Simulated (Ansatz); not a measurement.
**Geometry relaxation of MoS₂**

- system: MoS₂ (R3m, 9 atoms in the cell)
- method: DFT PBE, scalar-relativistic, plane waves, PAW, no spin polarisation (Ansatz 0.2.0)

The structure derives from a Materials Project entry. It belongs to a series of runs on one base structure; here: 0 of 3 Mo sites taken by V, cell and atoms relaxed. Figures and captions count atoms from 1; the log counts them from 0 in places.

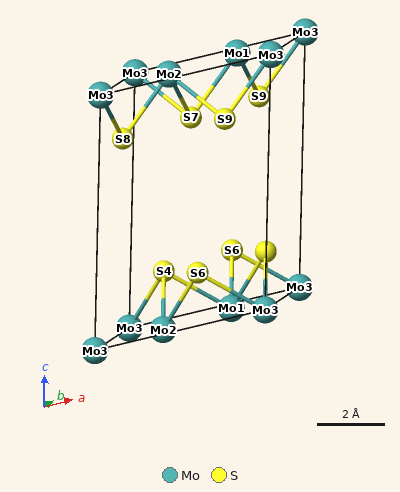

**Figure 1.** The starting structure (ball-and-stick view of the cell of the calculation, seen slightly off an axis; atoms are numbered from 1 in the order of the input). An atom can appear more than once, as a periodic image. Near neighbours in the periodic cell (some may lie outside the picture): Mo has 6 S at 2.41 Å; S has 3 Mo at 2.41 Å.

Input
```yaml
crystal:
  lattice:
    - [0.0, -5.5168878127, 0.0]
    - [4.7777649956, -2.7584439063, 0.0]
    - [0.0, -1.8389626042, 7.4383199981]
  atoms:
    - { symbol: Mo, position: [0.6668889338, 0.6666666667, 0.9993331987] }
    - { symbol: Mo, position: [0.3335556004, 0.3333333333, 0.9993331987] }
    - { symbol: Mo, position: [0.0002222671, 1.0, 0.9993331987] }
    - { symbol: S, position: [0.2635334553, 0.6666666667, 0.2093996342] }
    - { symbol: S, position: [0.9302001219, 0.3333333333, 0.2093996342] }
    - { symbol: S, position: [0.5968667886, 1.0, 0.2093996342] }
    - { symbol: S, position: [0.403576611, 0.6666666667, 0.7892701671] }
    - { symbol: S, position: [0.0702432776, 0.3333333333, 0.7892701671] }
    - { symbol: S, position: [0.7369099443, 0.0, 0.7892701671] }
basis:
  ecutwfc: 420
kpoints:
  mp_grid: { grid: [8, 8, 6] }
hamiltonian:
  xc: pbe
scf:
  occupations: { method: gaussian, width: 0.1 }
output:
  forces: true
  stress: true
  eigenvalues: true
relax:
  adjacent_minimum: "off"
  f_tol: 0.015
  max_steps: 60
  cell: { stress_tol: 0.15 }
```

Launched with:
```bash
ansatz run input.yaml --threads 2 --pin off --max-ram 5120MiB --backend cpu --events-out ev --progress --plain --runs-dir out
```

Log
```
Engine: ansatz 0.2.0, x86_64-unknown-linux-gnu
Pseudopotentials: kind: paw
Pseudopotential: Mo, paw, valence charge 14, recommended cutoff 420 eV (normal), Mo.paw.azcp
Pseudopotential: S, paw, valence charge 6, recommended cutoff 420 eV (normal), S.paw.azcp
Functional definition: PBE
  parameter kappa = 0.804
  parameter beta = 0.06672455060314922
  exchange = pbe_x(kappa = kappa, mu = beta*pi^2/3)
  correlation = pbe_c(beta = beta)
Crystal: 9 atoms, lattice volume = 196.062 Å³
Basis set: ecut = 420 eV, 3837 PW (Γ), exchange–correlation on 80×80×108 points (8 copies of the dense FFT grid, shifted against one another)
Bands: 48, of which v1, the nominal top of the filled ones, is band 39 counted from 1 (38 counted from 0)
Symmetry: 6 space group operations
Space group: R3m (ITA 160), of the structure as read, at distance tolerance 5.8e-5 Å
k-points: 114 of 384 (time reversal used)
Non-local potential: Mo, projectors of the file, l = 0: 3, l = 1: 2, l = 2: 2, l = 3: 1
Non-local potential: S, projectors of the file, l = 0: 2, l = 1: 2, l = 2: 2
PAW form: soft (Blöchl's): semilocal exchange-correlation on the pseudo side does not see the compensation charge
PAW one-centre angular grid: Mo, 590 points (default); XC on 64 Gauss nodes
PAW one-centre angular grid: S, 110 points (default); XC on 64 Gauss nodes
Initial density: superposition of atomic densities (neutral atoms: chi_scale 0, normalization atom), corrected by the library's trained network
Initial wavefunctions: pseudopotential atomic-orbital guess
Functional: x = pbe(κ = 0.804, μ = 0.2195149727645171), c = pbe(β = 0.06672455060314922)
SCF iter   1: F=—  HF=-20288.442087 eV  |F-HF|=—  |Δ(HF+E_count)|=         —  Δρ=4.94e-3  dr2=1.78e-2  ethr=1.77e-3  ⟨swp⟩=7.8  Hψ=25061  notcnv=0
preconditioner: auto → Resta (q_TF=auto, 2.340 Å⁻¹)  ε∞=7.5  [insulator: Δε(μ)=1.438 eV  Ē_g=7.637 eV  σ=0.100 eV  W_gap=1.00  n_scr=36 (ndim 8)  ℏωp=19.5 eV  f_vac=0.189  D(μ)=0.00/eV (n_scr^D=0)  ε∞_Penn≈7.5]
SCF iter   2: F=—  HF=-20288.453818 eV  |F-HF|=—  |Δ(HF+E_count)|=   1.17e-2  Δρ=2.79e-3  dr2=4.32e-3  ethr=2.28e-5  ⟨swp⟩=2.6  Hψ=9964  notcnv=0
SCF iter   3: F=—  HF=-20288.460954 eV  |F-HF|=—  |Δ(HF+E_count)|=   7.14e-3  Δρ=1.05e-3  dr2=2.38e-3  ethr=5.54e-6  ⟨swp⟩=2.0  Hψ=7761  notcnv=0
SCF iter   4: F=—  HF=-20288.461547 eV  |F-HF|=—  |Δ(HF+E_count)|=   5.92e-4  Δρ=1.24e-4  dr2=5.15e-5  ethr=3.06e-6  ⟨swp⟩=2.0  Hψ=7309  notcnv=0
SCF iter   5: F=—  HF=-20288.461480 eV  |F-HF|=—  |Δ(HF+E_count)|=   6.67e-5  Δρ=5.73e-5  dr2=1.72e-5  ethr=6.61e-8  ⟨swp⟩=2.0  Hψ=8320  notcnv=0
SCF iter   6: F=—  HF=-20288.461480 eV  |F-HF|=—  |Δ(HF+E_count)|=   2.85e-7  Δρ=1.53e-5  dr2=1.41e-6  ethr=2.20e-8  ⟨swp⟩=2.0  Hψ=6795  notcnv=0
SCF iter   7: F=—  HF=-20288.461481 eV  |F-HF|=—  |Δ(HF+E_count)|=   9.06e-7  Δρ=5.68e-6  dr2=1.01e-7  ethr=1.80e-9  ⟨swp⟩=2.0  Hψ=7636  notcnv=0
SCF iter   8: F=-20288.461481 eV  HF=-20288.461481 eV  |F-HF|=4.85e-9  |Δ(HF+E_count)|=   1.14e-7  Δρ=2.12e-6  dr2=2.00e-8  ethr=1.28e-10  ⟨swp⟩=10.0  Hψ=22890  notcnv=0
SCF 1 converged in 8 iterations: F = -20288.461481 eV  dr2 = 2.00e-8
  greatest PAW one-centre occupation: 0.998 electrons in one spin orbital (limit 2), on the Mo atom at site 2 (counted from 0), in its partial waves of l = 0
relax step   1: F+E_penalty+E_count = -20288.46148132 eV  Δ(F+E_penalty+E_count) = +0.000e0 eV  max|allowed force component| = 7.409e-4 eV/Å  Δτ_max = 0.0000 Å  P = -0.002 GPa  Ω = 196.062 Å³  (8 SCF iters, dr2 threshold 1.00e-7 eV, accepted)
Initial density: handed on by an earlier stage of this run
Initial wavefunctions: pseudopotential atomic-orbital guess (no wavefunctions were taken with the density)
iter 1 solved again at ethr=1.12e-7 eV; its pass at ethr=3.10e-3 eV (dr2=8.74e-5 eV) is discarded
SCF iter   1: F=—  HF=-20288.461561 eV  |F-HF|=—  |Δ(HF+E_count)|=         —  Δρ=2.30e-6  dr2=2.06e-8  ethr=1.12e-7  ⟨swp⟩=4.0  Hψ=41622  notcnv=0
eigensolver tolerance schedule: the retry pair's looser diagonalisation over-reported the residual by 4242.89 of it (diagonalisation noise at 0.18 of the residual, at the tolerance the schedule requests for it); recorded, not acted on — ethr = c·dr2/N_el stays at c = 1.0e-1
preconditioner: auto → Resta (q_TF=auto, 2.340 Å⁻¹)  ε∞=7.5  [insulator: Δε(μ)=1.452 eV  Ē_g=7.646 eV  σ=0.100 eV  W_gap=1.00  n_scr=36 (ndim 8)  ℏωp=19.5 eV  f_vac=0.187  D(μ)=0.00/eV (n_scr^D=0)  ε∞_Penn≈7.5]
SCF iter   2: F=—  HF=-20288.461481 eV  |F-HF|=—  |Δ(HF+E_count)|=   7.96e-5  Δρ=9.85e-7  dr2=2.60e-9  ethr=2.64e-11  ⟨swp⟩=3.0  Hψ=13544  notcnv=0
SCF iter   3: F=—  HF=-20288.461481 eV  |F-HF|=—  |Δ(HF+E_count)|=   3.30e-9  Δρ=5.29e-7  dr2=1.11e-9  ethr=1.04e-12  ⟨swp⟩=6.8  Hψ=21424  notcnv=0
SCF iter   4: F=-20288.461481 eV  HF=-20288.461481 eV  |F-HF|=2.95e-10  |Δ(HF+E_count)|=   2.08e-9  Δρ=4.20e-7  dr2=6.57e-10  ethr=1.04e-12  ⟨swp⟩=5.0  Hψ=19003  notcnv=0
SCF 2 converged in 4 iterations: F = -20288.461481 eV  dr2 = 6.57e-10
relax step   2: F+E_penalty+E_count = -20288.46148133 eV  Δ(F+E_penalty+E_count) = -1.405e-8 eV  max|allowed force component| = 7.117e-4 eV/Å  Δτ_max = 0.0000 Å  P = -0.002 GPa  Ω = 196.062 Å³  stress off target by 6.79e-3 GPa  SCF on the basis re-selected at this cell (its energy is not comparable with the rows above)  (4 SCF iters)
```

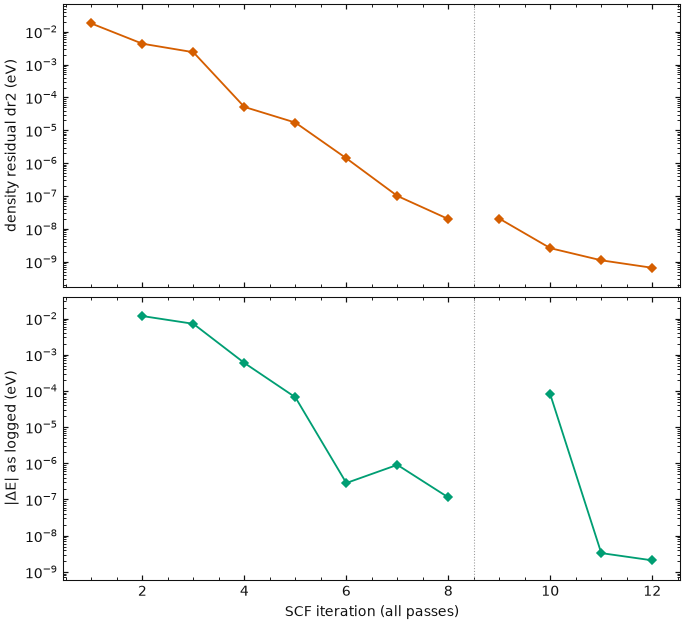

**Figure 2.** Convergence of the self-consistent field: density residual dr2 and size of the energy change against the SCF iteration. The dotted lines part the SCF passes of the relaxation: geometry steps, rejected trials and re-solves on a re-selected basis. The passes take 8 and 4 iterations.

```
basis re-selected at this cell: Δ(F+E_penalty+E_count) = -1.405e-8 eV, ΔP = +0.000 GPa vs the last step (what re-selecting the basis moved, of the pressure what is left beyond the Pulay correction that the steps carried, after the strain that the cell walked since its last selection, with what the two solves' SCF thresholds leave and, on support functions, any second-order correction that the steps lacked; it is no measure of the basis error at this ecutwfc). This SCF's stress stands 6.79e-3 GPa from its target on what of the cell is left free (relax.cell.stress_tol is 1.50e-1 GPa) and its largest allowed force component is 7.12e-4 eV/Å (relax.f_tol is 1.50e-2 eV/Å): within both
SCF converged after 4 iterations
Free energy (F): -20288.461481 eV
Harris-Foulkes:  -20288.461481 eV  (|F-HF|=2.95e-10)
Internal energy: -20288.461481 eV  (E = F + TS)
E sigma→0 (E₀):  -20288.461481 eV
Fermi energy:    8.241083 eV
--- Per-component energies (eV) ---
  E_band       = -693.748521
  E_kinetic    = 1964.682161
  E_local      = -8815.651682  (includes V_loc(G=0)·N_el)
  E_nonlocal   = 597.193678
  E_hartree    = 3616.451801
  E_xc         = -1134.139363
  E_vxc        = -1213.074227  (∫ρ·V_xc dr)
  E_paw        = -13204.411092  (= ΣΔE_a)
  E_vpaw       = -459.803199  (= ΣTr[D̂ρ^β])
  E_aug_tail   = 0.000129  (compensation charges beyond the density's cutoff)
  E_ewald      = -3312.587113
  E_smearing   = -0.000000  (= −TS)
  E_closure    = -0.000000  (closes the sum)
  Σ components = -20288.461481   (vs F -20288.461481, Δ=0.00e0)
--- Forces (eV/Å), atoms counted from 1 ---
  atom   1  Mo     0.00000000     0.00000022     0.00005284
  atom   2  Mo     0.00000000     0.00000022     0.00005284
  atom   3  Mo     0.00000000     0.00000022     0.00005284
  atom   4  S      0.00000000    -0.00000025     0.00065889
  atom   5  S      0.00000000    -0.00000025     0.00065889
  atom   6  S      0.00000000    -0.00000025     0.00065889
  atom   7  S      0.00000000     0.00000002    -0.00071174
  atom   8  S      0.00000000     0.00000002    -0.00071174
  atom   9  S      0.00000000     0.00000002    -0.00071174
  max |Σ_I F_I| component: 5.75e-8 eV/Å
--- Stress (GPa, compression-positive) ---
       -0.006788      -0.000000      -0.000000
       -0.000000      -0.006795       0.000005
       -0.000000       0.000005       0.006194
  P = ⅓ Tr σ = -0.0025 GPa (-0.025 kbar)
--- Band table (eV; the first three rows and the last of 114) ---
  k-point 0: bands = ["-53.5526", "-53.5109", "-53.5109", "-27.7600", "-27.7600", "-27.7175", "-27.7175", "-27.6872", "-27.6037", "-27.6037", "-27.4829", "-27.4829", "-6.7644", "-5.4336", "-4.6339", "-4.6339", "-4.5528", "-4.5528", "1.6484", "1.9384", "1.9384", "2.7524", "2.7524", "3.2702", "3.2702", "3.7776", "3.7776", "4.4602", "4.4602", "4.7127", "4.7127", "5.1797", "5.1797", "5.8154", "5.8154", "5.8465", "7.1407", "7.3019", "7.3019", "8.9754", "8.9754", "10.0712", "10.0712", "10.3260", "10.3260", "10.3756", "10.3756", "10.8477"]
  k-point 1: bands = ["-53.5526", "-53.5109", "-53.5109", "-27.7600", "-27.7600", "-27.7175", "-27.7175", "-27.6872", "-27.6037", "-27.6037", "-27.4829", "-27.4829", "-6.7598", "-5.4420", "-4.6339", "-4.6339", "-4.5528", "-4.5528", "1.6864", "1.9384", "1.9384", "2.7524", "2.7524", "3.2702", "3.2702", "3.7777", "3.7777", "4.4602", "4.4602", "4.7125", "4.7125", "5.1797", "5.1797", "5.6830", "5.8157", "5.8157", "7.2621", "7.3019", "7.3019", "8.9754", "8.9754", "10.0725", "10.0725", "10.3241", "10.3241", "10.3754", "10.3754", "10.8479"]
  k-point 2: bands = ["-53.5526", "-53.5109", "-53.5109", "-27.7600", "-27.7600", "-27.7175", "-27.7175", "-27.6872", "-27.6037", "-27.6037", "-27.4829", "-27.4829", "-6.7506", "-5.4590", "-4.6339", "-4.6339", "-4.5528", "-4.5528", "1.7662", "1.9384", "1.9384", "2.7524", "2.7524", "3.2702", "3.2702", "3.7776", "3.7776", "4.4602", "4.4602", "4.7122", "4.7122", "5.1797", "5.1797", "5.4084", "5.8163", "5.8163", "7.3019", "7.3019", "7.4479", "8.9754", "8.9754", "10.0754", "10.0754", "10.3201", "10.3201", "10.3756", "10.3756", "10.8477"]
  k-point 113: bands = ["-53.5341", "-53.5202", "-53.5202", "-27.7940", "-27.7940", "-27.6693", "-27.6502", "-27.6223", "-27.6223", "-27.5695", "-27.5695", "-27.5257", "-5.9310", "-5.1985", "-5.1985", "-5.1216", "-4.8098", "-4.8098", "1.9551", "1.9551", "2.3723", "2.8762", "2.8762", "3.4236", "3.4236", "3.5281", "3.7440", "4.2319", "4.2319", "4.8437", "5.5313", "5.6923", "5.6923", "5.7515", "5.7515", "5.9381", "6.5661", "6.5661", "6.6276", "9.4296", "9.4296", "9.5679", "9.6640", "9.8014", "9.8014", "10.1848", "10.8468", "10.8468"]
--- Relaxed structure (1 steps of the walk, 1 accepted, 1 SCFs on fresh bases) ---
  F+E_penalty+E_count = -20288.46148133 eV   max|allowed force component| = 7.117e-4 eV/Å   (the final SCF, on the basis selected at the relaxed cell)
  cell:  # Å, volume = 196.0622 Å³
    - [2.886759026176271e-11, -5.5168878127, 1.202383279396226e-28]
    - [4.777764995614434, -2.758443906325, -3.98018154592915e-17]
    - [9.622468121152199e-12, -1.8389626042, 7.4383199981]
  atoms:
    - { symbol: Mo, position: [0.6668889337666666, 0.6666666666666665, 0.9993331986999999] }
    - { symbol: Mo, position: [0.33355560043333327, 0.3333333333333333, 0.9993331986999999] }
    - { symbol: Mo, position: [0.00022226709999995098, 1.0, 0.9993331986999999] }
    - { symbol: S, position: [0.26353345526666666, 0.6666666666666667, 0.2093996342] }
    - { symbol: S, position: [0.9302001219333331, 0.3333333333333333, 0.2093996342] }
    - { symbol: S, position: [0.5968667885999996, 1.0, 0.2093996342] }
    - { symbol: S, position: [0.4035766109666667, 0.6666666666666666, 0.7892701671] }
    - { symbol: S, position: [0.07024327763333321, 0.3333333333333333, 0.7892701671] }
    - { symbol: S, position: [0.7369099442999998, -6.0412570495538814e-30, 0.7892701671] }
```

Trajectory as extended XYZ (Å, eV, eV/Å), 2 frames, from step=1 to step=2
```
9
Lattice="0.0000 -5.5169 0.0000 4.7778 -2.7584 0.0000 0.0000 -1.8390 7.4383" Properties=species:S:1:pos:R:3:forces:R:3 step=1 energy=-20288.46148 pressure_GPa=-0.00
Mo    3.1852   -7.3559    7.4334    0.0000   0.0000   0.0001
Mo    1.5926   -4.5974    7.4334    0.0000   0.0000   0.0001
Mo    4.7778   -4.5974    7.4334    0.0000   0.0000   0.0001
S     3.1852   -3.6779    1.5576    0.0000   0.0000   0.0006
S     1.5926   -6.4364    1.5576    0.0000   0.0000   0.0006
S     4.7778   -6.4364    1.5576    0.0000   0.0000   0.0006
S     3.1852   -5.5169    5.8708    0.0000   0.0000  -0.0007
S     1.5926   -2.7584    5.8708    0.0000   0.0000  -0.0007
S     0.0000   -5.5169    5.8708    0.0000   0.0000  -0.0007
9
Lattice="0.0000 -5.5169 0.0000 4.7778 -2.7584 0.0000 0.0000 -1.8390 7.4383" Properties=species:S:1:pos:R:3:forces:R:3 step=2 energy=-20288.46148 pressure_GPa=-0.00
Mo    3.1852   -7.3559    7.4334    0.0000   0.0000   0.0001
Mo    1.5926   -4.5974    7.4334    0.0000   0.0000   0.0001
Mo    4.7778   -4.5974    7.4334    0.0000   0.0000   0.0001
S     3.1852   -3.6779    1.5576    0.0000   0.0000   0.0007
S     1.5926   -6.4364    1.5576    0.0000   0.0000   0.0007
S     4.7778   -6.4364    1.5576    0.0000   0.0000   0.0007
S     3.1852   -5.5169    5.8708    0.0000   0.0000  -0.0007
S     1.5926   -2.7584    5.8708    0.0000   0.0000  -0.0007
S     0.0000   -5.5169    5.8708    0.0000   0.0000  -0.0007
```

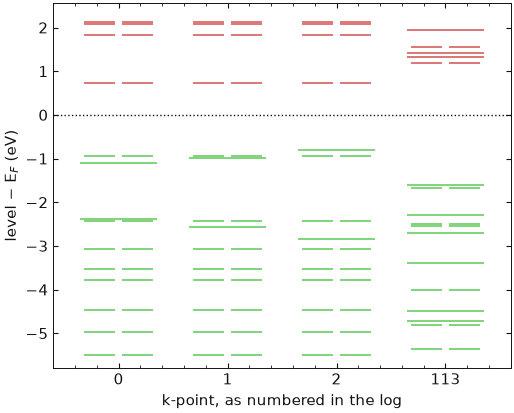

**Figure 3.** Kohn–Sham levels near the Fermi level (dotted) at the few k-points that the log prints; levels within 0.02 eV of each other stand side by side. Among these points the highest filled and lowest empty levels are 1.53 eV apart; the gap on the full mesh, 1.45 eV, has an edge at a point that isn't printed.

Summary

| quantity | value |
| --- | --- |
| outcome | converged |
| space group (tolerance 0.01 Å) | R3m (160) |
| electrons treated | 78 |
| free energy | −20288.4615 eV |
| Fermi energy | 8.241 eV |
| gap on the k-point mesh | 1.45 eV |
| pressure | 0.00 GPa |
| final volume | 196.06 Å³ |
| largest force (length of the vector) at the end | 0.001 eV/Å |
| final cell | a = 5.517 Å, b = 5.517 Å, c = 7.662 Å, α = 83.11°, β = 76.11°, γ = 60.00° |
| hardware | 2 threads of Intel Xeon (Granite Rapids), 192 GiB of memory available, shared host |
| wall time | 43 s (CPU time 85 s) |
| peak memory | 1 GiB |
